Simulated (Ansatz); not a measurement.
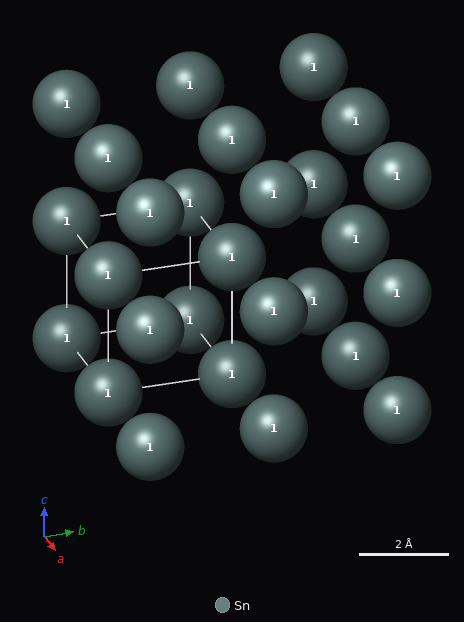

**Figure 1.** The starting structure (spheres-only view of the cell of the calculation, repeated 2 × 2 × 2, seen at an oblique angle; atoms are numbered from 1 in the order of the input). An atom can appear more than once, as a periodic image.

**Sn: geometry relaxation**

- system: Sn (Pm-3m, 1 atom in the cell)
- method: DFT, PBE, plane waves, PAW, PAW set soft_1, no spin polarisation (Ansatz 0.2.0)

The structure was built on a prototype by a generator; it need not be a known phase. Figures and captions count atoms from 1; the log counts them from 0 in places.

### The program's output
```
Engine: ansatz 0.2.0, aarch64-unknown-linux-gnu
Pseudopotentials: kind: paw
Pseudopotential: Sn, paw, valence charge 14, recommended cutoff 420 eV (normal), [file]
Functional definition: PBE
  parameter kappa = 0.804
  parameter beta = 0.06672455060314922
  exchange = pbe_x(kappa = kappa, mu = beta*pi^2/3)
  correlation = pbe_c(beta = beta)
Crystal: 1 atoms, lattice volume = 25.236 Å³
Basis set: ecut = 420 eV, 485 PW (Γ), exchange–correlation on 40×40×40 points (8 copies of the dense FFT grid, shifted against one another)
Bands: 11, of which v1, the nominal top of the filled ones, is band 7 counted from 1 (6 counted from 0)
Symmetry: 48 space group operations
Space group: Pm-3m (ITA 221), of the structure as read, at distance tolerance 2.9e-5 Å
k-points: 120 of 2744
Non-local potential: Sn, projectors of the file, l = 0: 2, l = 1: 2, l = 2: 2, l = 3: 1
PAW form: soft (Blöchl's): semilocal exchange-correlation on the pseudo side does not see the compensation charge
PAW one-centre angular grid: Sn, 590 points (default); XC on 64 Gauss nodes
Initial density: superposition of atomic densities (chi_scale 0.1, normalization cell)
Initial wavefunctions: pseudopotential atomic-orbital guess
Functional: x = pbe(κ = 0.804, μ = 0.2195149727645171), c = pbe(β = 0.06672455060314922)
SCF iter   1: F=—  HF=-6024.102953 eV  |F-HF|=—  |Δ(HF+E_count)|=         —  Δρ=1.56e-2  dr2=4.80e-2  ethr=3.10e-3  ⟨swp⟩=6.1  Hψ=9194  notcnv=0
SCF iter   2: F=—  HF=-6024.105234 eV  |F-HF|=—  |Δ(HF+E_count)|=   2.28e-3  Δρ=6.45e-3  dr2=7.05e-3  ethr=3.43e-4  ⟨swp⟩=2.1  Hψ=3500  notcnv=0  defer=18
SCF iter   3: F=—  HF=-6024.103160 eV  |F-HF|=—  |Δ(HF+E_count)|=   2.07e-3  Δρ=2.19e-3  dr2=9.38e-4  ethr=5.03e-5  ⟨swp⟩=2.7  Hψ=2769  notcnv=0  defer=18
SCF iter   4: F=—  HF=-6024.102750 eV  |F-HF|=—  |Δ(HF+E_count)|=   4.10e-4  Δρ=6.21e-4  dr2=8.65e-5  ethr=6.70e-6  ⟨swp⟩=2.0  Hψ=1969  notcnv=0  defer=18
SCF iter   5: F=—  HF=-6024.102704 eV  |F-HF|=—  |Δ(HF+E_count)|=   4.65e-5  Δρ=1.05e-4  dr2=2.38e-6  ethr=6.18e-7  ⟨swp⟩=2.1  Hψ=2022  notcnv=0  defer=18
SCF iter   6: F=-6024.102703 eV  HF=-6024.102703 eV  |F-HF|=1.54e-8  |Δ(HF+E_count)|=   7.60e-7  Δρ=9.62e-6  dr2=1.77e-8  ethr=7.14e-10  ⟨swp⟩=7.0  Hψ=7753  notcnv=0
SCF 1 converged in 6 iterations: F = -6024.102703 eV  dr2 = 1.77e-8
  greatest PAW one-centre occupation: 0.991 electrons in one spin orbital (limit 2), on the Sn atom at site 0 (counted from 0), in its partial waves of l = 2
relax step   1: F+E_penalty+E_count = -6024.10270296 eV  Δ(F+E_penalty+E_count) = +0.000e0 eV  max|allowed force component| = 0.000e0 eV/Å  Δτ_max = 0.0000 Å  P = +10.338 GPa  Ω = 25.236 Å³  (6 SCF iters, dr2 threshold 1.00e-7 eV, accepted)
Crystal: 1 atoms, lattice volume = 29.109 Å³
Basis set: ecut = 420 eV, 587 PW (Γ), exchange–correlation on 40×40×40 points (8 copies of the dense FFT grid, shifted against one another)
Initial density: handed on by an earlier stage of this run
Initial wavefunctions: those handed on with the density
iter 1 solved again at ethr=1.66e-5 eV; its pass at ethr=3.10e-3 eV (dr2=2.33e-3 eV) is discarded
SCF iter   1: F=—  HF=-6024.216937 eV  |F-HF|=—  |Δ(HF+E_count)|=         —  Δρ=3.06e-3  dr2=2.39e-3  ethr=1.66e-5  ⟨swp⟩=2.1  Hψ=13630  notcnv=0
SCF iter   2: F=—  HF=-6024.218163 eV  |F-HF|=—  |Δ(HF+E_count)|=   1.23e-3  Δρ=1.09e-3  dr2=2.71e-4  ethr=1.66e-5  ⟨swp⟩=2.0  Hψ=2551  notcnv=0
SCF iter   3: F=—  HF=-6024.218223 eV  |F-HF|=—  |Δ(HF+E_count)|=   6.01e-5  Δρ=5.63e-4  dr2=6.86e-5  ethr=1.94e-6  ⟨swp⟩=2.0  Hψ=2258  notcnv=0
SCF iter   4: F=—  HF=-6024.218149 eV  |F-HF|=—  |Δ(HF+E_count)|=   7.42e-5  Δρ=5.57e-5  dr2=9.48e-7  ethr=4.90e-7  ⟨swp⟩=2.0  Hψ=2150  notcnv=0
SCF iter   5: F=-6024.218149 eV  HF=-6024.218149 eV  |F-HF|=4.81e-9  |Δ(HF+E_count)|=   3.29e-7  Δρ=6.21e-6  dr2=1.25e-8  ethr=7.14e-10  ⟨swp⟩=8.9  Hψ=7313  notcnv=0
SCF 2 converged in 5 iterations: F = -6024.218149 eV  dr2 = 1.25e-8
relax step   2: F+E_penalty+E_count = -6024.21814935 eV  Δ(F+E_penalty+E_count) = -1.154e-1 eV  max|allowed force component| = 0.000e0 eV/Å  Δτ_max = 0.0000 Å  P = +0.520 GPa  Ω = 29.109 Å³  energy of the carried Pulay correction = -2.480e-4 eV  (5 SCF iters, dr2 threshold 1.00e-7 eV, accepted)
Crystal: 1 atoms, lattice volume = 29.347 Å³
iter 1 solved again at ethr=3.96e-8 eV; its pass at ethr=3.10e-3 eV (dr2=5.55e-6 eV) is discarded
SCF iter   1: F=—  HF=-6024.218645 eV  |F-HF|=—  |Δ(HF+E_count)|=         —  Δρ=1.54e-4  dr2=6.08e-6  ethr=3.96e-8  ⟨swp⟩=3.1  Hψ=12587  notcnv=0
SCF iter   2: F=—  HF=-6024.218616 eV  |F-HF|=—  |Δ(HF+E_count)|=   2.91e-5  Δρ=5.29e-5  dr2=6.84e-7  ethr=3.96e-8  ⟨swp⟩=2.1  Hψ=2116  notcnv=0
SCF iter   3: F=—  HF=-6024.218616 eV  |F-HF|=—  |Δ(HF+E_count)|=   1.19e-7  Δρ=2.88e-5  dr2=1.80e-7  ethr=7.14e-10  ⟨swp⟩=8.9  Hψ=7318  notcnv=0
SCF iter   4: F=-6024.218616 eV  HF=-6024.218616 eV  |F-HF|=3.66e-10  |Δ(HF+E_count)|=   1.13e-7  Δρ=2.75e-6  dr2=2.22e-9  ethr=7.14e-10  ⟨swp⟩=8.3  Hψ=7088  notcnv=0
SCF 3 converged in 4 iterations: F = -6024.218616 eV  dr2 = 2.22e-9
relax step   3: F+E_penalty+E_count = -6024.21861590 eV  Δ(F+E_penalty+E_count) = -4.666e-4 eV  max|allowed force component| = 0.000e0 eV/Å  Δτ_max = 0.0000 Å  P = +0.129 GPa  Ω = 29.347 Å³  energy of the carried Pulay correction = -2.621e-4 eV  (4 SCF iters, dr2 threshold 1.00e-7 eV, accepted)
Crystal: 1 atoms, lattice volume = 29.429 Å³
iter 1 solved again at ethr=4.83e-9 eV; its pass at ethr=3.10e-3 eV (dr2=6.76e-7 eV) is discarded
SCF iter   1: F=—  HF=-6024.218675 eV  |F-HF|=—  |Δ(HF+E_count)|=         —  Δρ=5.20e-5  dr2=7.03e-7  ethr=4.83e-9  ⟨swp⟩=3.2  Hψ=12460  notcnv=0
SCF iter   2: F=—  HF=-6024.218644 eV  |F-HF|=—  |Δ(HF+E_count)|=   3.14e-5  Δρ=1.81e-5  dr2=7.82e-8  ethr=4.83e-9  ⟨swp⟩=2.1  Hψ=2112  notcnv=0
SCF iter   3: F=-6024.218644 eV  HF=-6024.218644 eV  |F-HF|=2.36e-8  |Δ(HF+E_count)|=   1.59e-8  Δρ=9.53e-6  dr2=1.99e-8  ethr=2.98e-10  ⟨swp⟩=8.3  Hψ=7142  notcnv=0
SCF 4 converged in 3 iterations: F = -6024.218644 eV  dr2 = 1.99e-8
relax step   4: F+E_penalty+E_count = -6024.21864372 eV  Δ(F+E_penalty+E_count) = -2.782e-5 eV  max|allowed force component| = 0.000e0 eV/Å  Δτ_max = 0.0000 Å  P = -0.001 GPa  Ω = 29.429 Å³  energy of the carried Pulay correction = -2.669e-4 eV  (3 SCF iters, dr2 threshold 4.17e-8 eV, accepted)
Basis set: ecut = 420 eV, 587 PW (Γ), exchange–correlation on 48×48×48 points (8 copies of the dense FFT grid, shifted against one another)
Initial wavefunctions: pseudopotential atomic-orbital guess (no wavefunctions were taken with the density)
iter 1 solved again at ethr=3.21e-8 eV; its pass at ethr=3.10e-3 eV (dr2=4.50e-6 eV) is discarded
SCF iter   1: F=—  HF=-6024.218847 eV  |F-HF|=—  |Δ(HF+E_count)|=         —  Δρ=1.85e-4  dr2=5.36e-7  ethr=3.21e-8  ⟨swp⟩=4.2  Hψ=13669  notcnv=0
SCF iter   2: F=—  HF=-6024.218931 eV  |F-HF|=—  |Δ(HF+E_count)|=   8.42e-5  Δρ=3.15e-5  dr2=1.94e-7  ethr=3.83e-9  ⟨swp⟩=2.0  Hψ=2157  notcnv=0
SCF iter   3: F=—  HF=-6024.218931 eV  |F-HF|=—  |Δ(HF+E_count)|=   1.85e-7  Δρ=8.51e-6  dr2=1.29e-8  ethr=1.39e-9  ⟨swp⟩=2.0  Hψ=2157  notcnv=0
SCF iter   4: F=—  HF=-6024.218931 eV  |F-HF|=—  |Δ(HF+E_count)|=   4.03e-8  Δρ=1.38e-6  dr2=3.91e-10  ethr=9.22e-11  ⟨swp⟩=2.0  Hψ=2158  notcnv=0
SCF iter   5: F=-6024.218931 eV  HF=-6024.218931 eV  |F-HF|=5.46e-12  |Δ(HF+E_count)|=   1.27e-9  Δρ=1.27e-7  dr2=4.22e-12  ethr=1.00e-12  ⟨swp⟩=4.6  Hψ=5987  notcnv=0
SCF 5 converged in 5 iterations: F = -6024.218931 eV  dr2 = 4.22e-12
relax step   5: F+E_penalty+E_count = -6024.21893128 eV  Δ(F+E_penalty+E_count) = -2.876e-4 eV  max|allowed force component| = 0.000e0 eV/Å  Δτ_max = 0.0000 Å  P = +0.000 GPa  Ω = 29.429 Å³  stress off target by 1.89e-4 GPa  SCF on the basis re-selected at this cell (its energy is not comparable with the rows above)  (5 SCF iters)
```

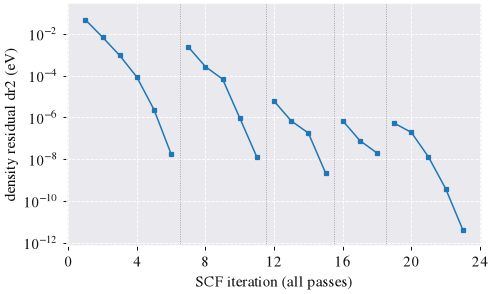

**Figure 2.** Convergence of the self-consistent field: density residual dr2 against the SCF iteration. The dotted lines part the SCF passes of the relaxation: geometry steps, rejected trials and re-solves on a re-selected basis. The 5 passes take 3 to 6 iterations each, 23 in all.

```
basis re-selected at this cell: Δ(F+E_penalty+E_count) = -2.876e-4 eV, ΔP = +0.001 GPa vs the last step (what re-selecting the basis moved, of the pressure what is left beyond the Pulay correction that the steps carried, after the strain that the cell walked since its last selection, with what the two solves' SCF thresholds leave and, on support functions, any second-order correction that the steps lacked; it is no measure of the basis error at this ecutwfc). The dense FFT grid was sized anew with the basis: this SCF ran on 24×24×24 points, the steps before it on 20×20×20, so part of this shift can come from that change (see relax.cell in the input reference). This SCF's stress stands 1.89e-4 GPa from its target on what of the cell is left free (relax.cell.stress_tol is 5.00e-2 GPa) and its largest allowed force component is 0.00e0 eV/Å (relax.f_tol is 5.00e-3 eV/Å): within both
SCF converged after 5 iterations
Free energy (F): -6024.218931 eV
Harris-Foulkes:  -6024.218931 eV  (|F-HF|=5.46e-12)
Internal energy: -6024.217259 eV  (E = F + TS)
E sigma→0 (E₀):  -6024.218095 eV
Entropy (-TS):   -0.001672 eV (-1.672 meV/atom)
Fermi energy:    9.472702 eV
--- Per-component energies (eV) ---
  E_band       = -97.058746
  E_kinetic    = 166.984475
  E_local      = -1083.130001  (includes V_loc(G=0)·N_el)
  E_nonlocal   = 144.820814
  E_hartree    = 538.581936
  E_xc         = -125.431571
  E_vxc        = -79.661641  (∫ρ·V_xc dr)
  E_paw        = -4369.195066  (= ΣΔE_a)
  E_vpaw       = -323.236645  (= ΣTr[D̂ρ^β])
  E_aug_tail   = 0.000291  (compensation charges beyond the density's cutoff)
  E_ewald      = -1296.848137
  E_smearing   = -0.001672  (= −TS)
  E_closure    = 0.000000  (closes the sum)
  Σ components = -6024.218931   (vs F -6024.218931, Δ=0.00e0)
--- Forces (eV/Å), atoms counted from 1 ---
  atom   1  Sn    -0.00000000    -0.00000000    -0.00000000
  max |Σ_I F_I| component: 4.11e-33 eV/Å
--- Stress (GPa, compression-positive) ---
        0.000189       0.000000      -0.000000
        0.000000       0.000189      -0.000000
       -0.000000      -0.000000       0.000189
  P = ⅓ Tr σ = 0.0002 GPa (0.002 kbar)
--- Band table (eV; the first three rows and the last of 120) ---
  k-point 0: bands = ["-12.0269", "-12.0269", "-11.6656", "-11.6656", "-11.6656", "-1.0554", "14.8086", "14.8086", "14.8086", "18.1069", "18.1069"]
  k-point 1: bands = ["-12.0261", "-12.0126", "-11.6703", "-11.6703", "-11.6652", "-0.9754", "13.7415", "14.8938", "14.8938", "18.1676", "18.7200"]
  k-point 2: bands = ["-12.0236", "-11.9725", "-11.6835", "-11.6835", "-11.6642", "-0.7357", "11.9089", "15.1443", "15.1443", "18.3502", "19.0978"]
  k-point 119: bands = ["-11.8700", "-11.8700", "-11.8700", "-11.5408", "-11.5408", "8.6096", "9.7218", "9.7218", "9.7218", "15.3918", "15.3918"]
--- Relaxed structure (4 steps of the walk, 4 accepted, 1 SCFs on fresh bases) ---
  F+E_penalty+E_count = -6024.21893128 eV   max|allowed force component| = 0.000e0 eV/Å   (the final SCF, on the basis selected at the relaxed cell)
  cell:  # Å, volume = 29.4294 Å³
    - [3.0874051572873396, -1.4925957069001078e-33, 1.548768663611402e-33]
    - [5.617295671129438e-34, 3.0874051572873396, 0.0]
    - [1.548768663611402e-33, 0.0, 3.0874051572873396]
  atoms:
    - { symbol: Sn, position: [0.0, 0.0, 0.0] }
```

### File v_z.tsv
```
# z_ang	v_es[eV]	v_tot[eV]
# format = ansatz-planar-average/11
# xc	pbe
# density_cutoff_ev	1680
# datasets	Sn=:simpson_from_first_knot:soft
# lattice	3.087405157	-0.000000000	0.000000000
# lattice	0.000000000	3.087405157	0.000000000
# lattice	0.000000000	0.000000000	3.087405157
# sites	1
# site	50	0.000000000	0.000000000	0.000000000
0.000000	2.422458e0	-1.010597e1
0.128642	2.254144e0	-1.016813e1
0.257284	1.890369e0	-1.020969e1
0.385926	1.693413e0	-9.872066e0
0.514568	2.083990e0	-8.772765e0
0.643209	3.342787e0	-6.720963e0
0.771851	5.384030e0	-3.922271e0
0.900493	7.663170e0	-9.773863e-1
1.029135	9.480924e0	1.417966e0
1.157777	1.061633e1	3.003526e0
1.286419	1.131986e1	3.984114e0
1.415061	1.172505e1	4.506012e0
1.543703	1.185641e1	4.660665e0
1.672344	1.172505e1	4.506012e0
1.800986	1.131986e1	3.984114e0
1.929628	1.061633e1	3.003526e0
2.058270	9.480924e0	1.417966e0
2.186912	7.663170e0	-9.773863e-1
2.315554	5.384030e0	-3.922271e0
2.444196	3.342787e0	-6.720963e0
2.572838	2.083990e0	-8.772765e0
2.701480	1.693413e0	-9.872066e0
2.830121	1.890369e0	-1.020969e1
2.958763	2.254144e0	-1.016813e1
```

### Trajectory as extended XYZ (Å, eV, eV/Å), 5 frames, from step=1 to step=5
```
1
Lattice="2.9332 0.0000 0.0000 0.0000 2.9332 0.0000 0.0000 0.0000 2.9332" Properties=species:S:1:pos:R:3:forces:R:3 step=1 energy=-6024.10270 pressure_GPa=10.34
Sn    0.0000    0.0000    0.0000    0.0000   0.0000   0.0000
1
Lattice="3.0762 0.0000 0.0000 0.0000 3.0762 0.0000 0.0000 0.0000 3.0762" Properties=species:S:1:pos:R:3:forces:R:3 step=2 energy=-6024.21815 pressure_GPa=0.52
Sn    0.0000    0.0000    0.0000    0.0000   0.0000   0.0000
1
Lattice="3.0845 0.0000 0.0000 0.0000 3.0845 0.0000 0.0000 0.0000 3.0845" Properties=species:S:1:pos:R:3:forces:R:3 step=3 energy=-6024.21862 pressure_GPa=0.13
Sn    0.0000    0.0000    0.0000    0.0000   0.0000   0.0000
1
Lattice="3.0874 0.0000 0.0000 0.0000 3.0874 0.0000 0.0000 0.0000 3.0874" Properties=species:S:1:pos:R:3:forces:R:3 step=4 energy=-6024.21864 pressure_GPa=-0.00
Sn    0.0000    0.0000    0.0000    0.0000   0.0000   0.0000
1
Lattice="3.0874 0.0000 0.0000 0.0000 3.0874 0.0000 0.0000 0.0000 3.0874" Properties=species:S:1:pos:R:3:forces:R:3 step=5 energy=-6024.21893 pressure_GPa=0.00
Sn    0.0000    0.0000    0.0000    0.0000   0.0000   0.0000
```

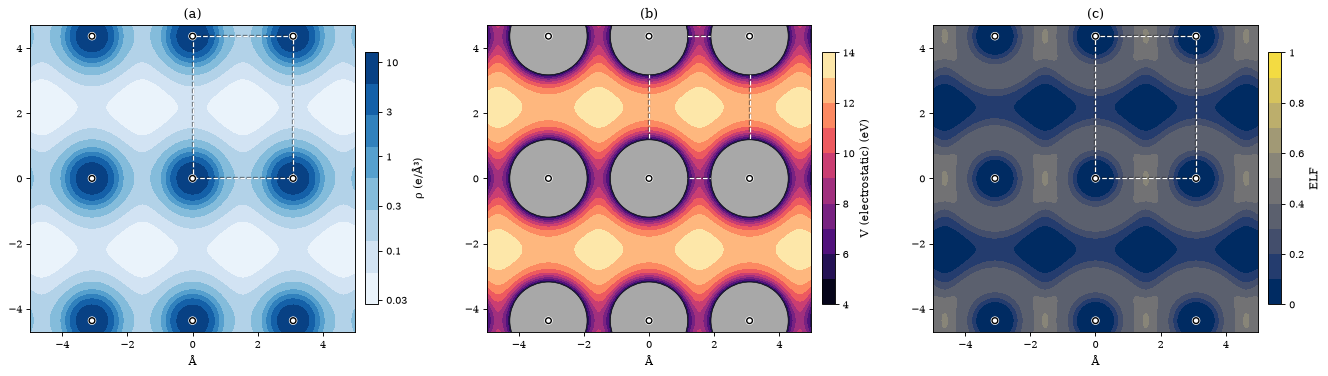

**Figure 3.** (a) valence charge density (pseudo); (b) electrostatic potential energy of an electron; (c) ELF on the (011) plane of the conventional cell. Circles mark the nuclei in the plane (Sn). Grey discs, where drawn, cover atomic cores. The section cuts through Sn sites. Away from the nuclei the density in this plane falls to 0.03 e/Å³ at its lowest. Outside the cores the potential energy rises away from the atoms and is highest about 2.7 Å from the nearest atoms; outside the discs it spans about 9 eV, and its zero is arbitrary. Core electrons are frozen (PAW), so the fields are smoothed inside the atomic spheres.

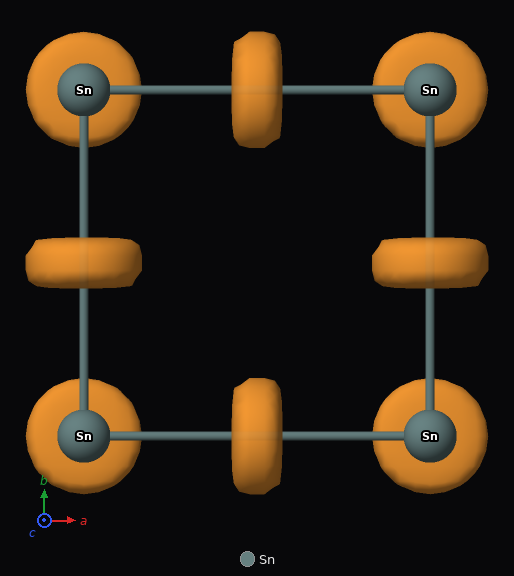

**Figure 4.** Isosurface of the electron localisation function at 0.45 (orange), seen along the c axis. Core shells and regions of very low density are left out. Sticks mark near contacts. The outline is the cell set on symmetry axes. The ELF exceeds this value in three regions between bonded Sn–Sn atoms (shared pairs), counted in one cell of 1 atoms.  Values along the shortest contacts:

This output came from the following input.

### Input
```yaml
crystal:
  lattice:
    - [2.933171424, 0.0, 0.0]
    - [0.0, 2.933171424, 0.0]
    - [0.0, 0.0, 2.933171424]
  atoms:
    - { symbol: Sn, position: [0.0, 0.0, 0.0] }
kpoints:
  mp_grid: { grid: [14, 14, 14] }
scf:
  occupations: { method: fermi_dirac, width: 0.03 }
  mixing: { preconditioner: ldos }
hamiltonian:
  xc: pbe
  pseudopotentials: { kind: paw, azcp: { folder: soft_1 } }
output:
  forces: true
  stress: true
  write_density: true
  write_potential: true
  elf: true
  volumetric_format: npy
relax:
  f_tol: 0.005
  max_steps: 80
  cell: {}
```

Launched with:
```bash
ansatz run input.yaml --threads 1 --pin off --max-ram 2048MiB --backend cpu --events-out ev --progress --plain --runs-dir out
```

### Results in brief

| quantity | value |
| --- | --- |
| outcome | converged |
| space group (tolerance 0.01 Å) | Pm-3m (221) |
| electrons treated | 14 |
| free energy | −6024.2189 eV |
| Fermi energy | 9.473 eV |
| pressure | 0.00 GPa |
| final volume | 29.43 Å³ |
| largest force (length of the vector) at the end | under 0.001 eV/Å |
| final cell | a = 3.087 Å, b = 3.087 Å, c = 3.087 Å, α = 90.00°, β = 90.00°, γ = 90.00° |
| hardware | 1 thread of Arm Neoverse V1, 24 GiB of memory available, shared host |
| wall time | 10 s |
| peak memory | 0.31 GiB |

### Remarks

Settings chosen away from the usual ones: scf.mixing.preconditioner = "ldos".
